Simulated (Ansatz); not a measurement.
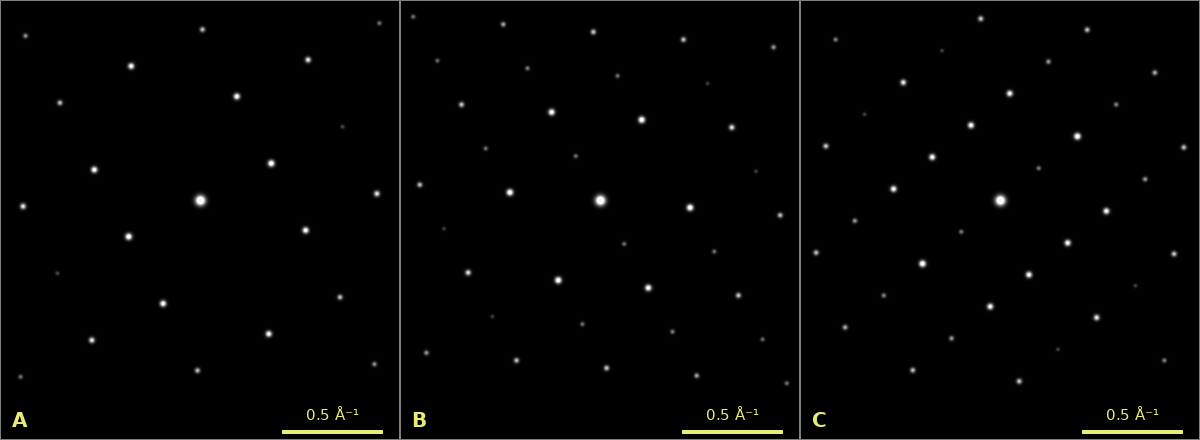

Computed electron diffraction patterns, 200 kV, single scattering only, B = 0.5 Å².

All three come from Rh, space group Cmcm (No. 63), a = 2.628 Å, b = 7.980 Å, c = 2.658 Å. Structure: the input geometry of an electronic-structure calculation (not necessarily at equilibrium); the starting structure was generated, so it need not be a known form of this composition.

Assign the zone axes [001], [100], [110] to A, B and C.

A is [110]: rectangular net of 0 0 1 (itself extinct) at d = 2.66 Å and 1 -1 0 at d = 2.50 Å, at 90.0°. B is [100]: rectangular net of 0 2 0 at d = 3.99 Å and 0 0 1 (itself extinct) at d = 2.66 Å, at 90.0°. C is [001]: centred rectangular net of 0 2 0 at d = 3.99 Å and 1 1 0 at d = 2.50 Å, at 71.8°.
